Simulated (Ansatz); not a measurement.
# PbSe: what the fields show

```yaml
crystal:
  lattice:
    - [3.91742, 0.00000, 0.00000]
    - [0.00000, 3.91742, 0.00000]
    - [0.00000, 0.00000, 3.91742]
  atoms:
    - { symbol: Pb, position: [0.00000, 0.00000, 0.00000] }
    - { symbol: Se, position: [0.50000, 0.50000, 0.50000] }
```

Space group Pm-3m; a structure from a database of computed crystals, not necessarily the ambient phase; changed on purpose from its base cell (strained and moved within a subgroup); computed pressure about −7 GPa in this cell.

Method: DFT PBEsol, scalar-relativistic, plane waves, PAW (Ansatz 0.2.0).

Core electrons are frozen (PAW), and the valence fields are smoothed inside the atomic spheres.

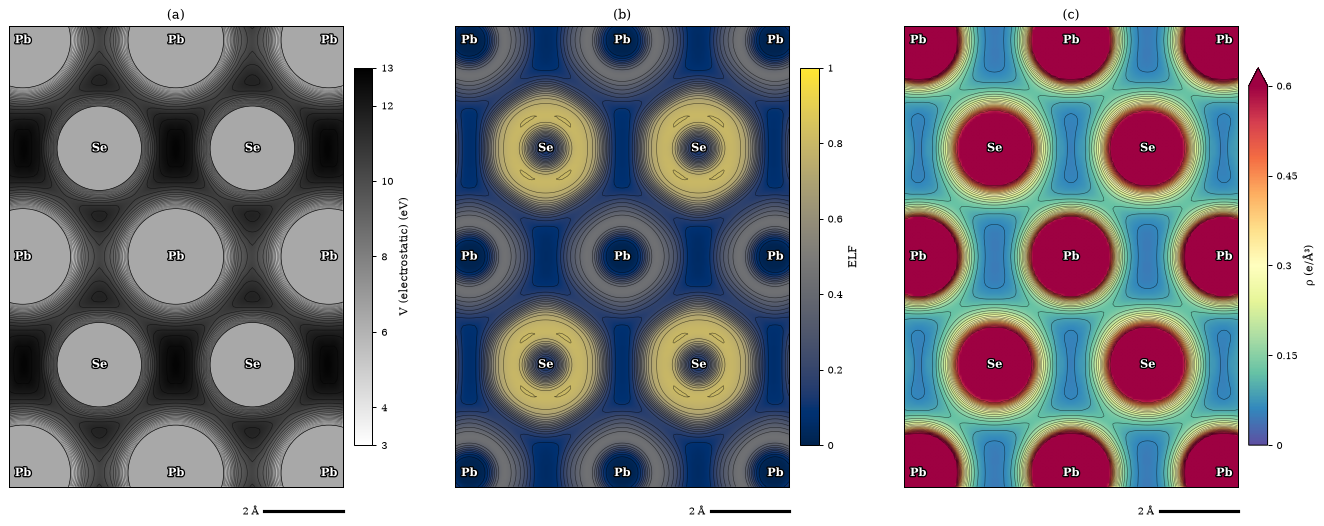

Figure 1. (a) electrostatic potential (local pseudopotential plus Hartree) felt by an electron; (b) electron localisation function; (c) valence pseudo-density on the (011) plane of the conventional cell. Grey discs cover the atomic cores in the potential map.

Read the bonding off the picture.

Answer. Atoms in the plane: Pb and Se. Pb–Se (3.39 Å): ρ at the midpoint is about 0.12 e/Å³; the ELF is about 0.20 at the midpoint (no shared electron pair shows on this line). Between the atoms the lowest density in this plane is 0.05 e/Å³. Outside the cores the potential energy rises away from the atoms and is highest about 2.0 Å from the nearest atoms; its zero is arbitrary.

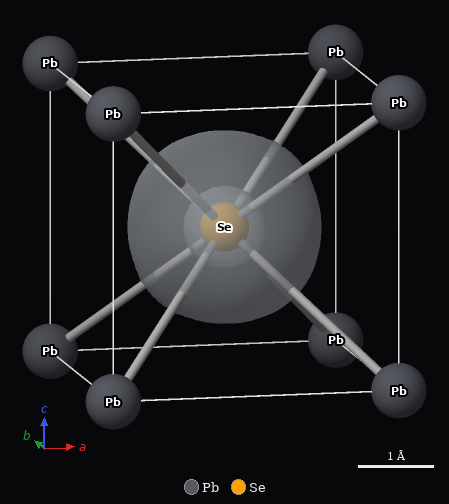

Figure 2. Isosurface of the electron localisation function at 0.65 (grey), seen slightly off an axis. Core shells and regions of very low density are left out. Sticks mark near contacts.

Describe the localisation domains.

Answer. The ELF exceeds this value in one region wrapped around Se (its valence shell), counted in one cell of 2 atoms. Any copies at cell faces, edges or corners count once.

Does the calculation give a band gap?

Answer. It is gapless in this calculation (a metal or semimetal).
